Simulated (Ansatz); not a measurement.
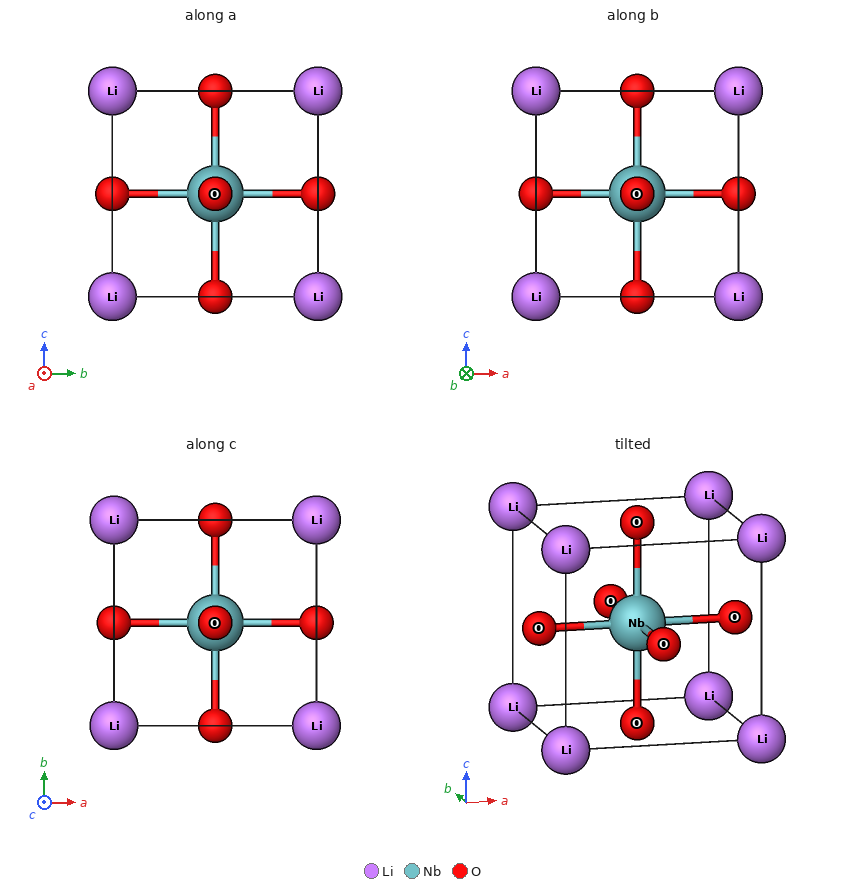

Ball-and-stick drawing of the structure, looking along the a axis, along the b axis, along the c axis and slightly off an axis. The edges of the unit cell are marked.

Lattice parameters: a = 3.874 Å, b = 3.933 Å, c = 3.933 Å, α = 90.00°, β = 90.00°, γ = 90.00°. Put a along x and b in the xy plane.

**Put the structure into a POSCAR file.**

```
Li Nb O
1.0
     3.874    0.000    0.000
     0.000    3.933    0.000
     0.000    0.000    3.933
Li Nb O
1 1 3
Direct
  0.0000 0.0000 0.0000
  0.5000 0.5000 0.5000
  0.5000 0.5000 0.0000
  0.5000 0.0000 0.5000
  0.0000 0.5000 0.5000
```

The structure comes from a structure type filled with these elements by a generator (whether the compound takes this form wasn't checked). The cell was then strained or its atoms displaced on purpose. A calculation with Ansatz used it as input.
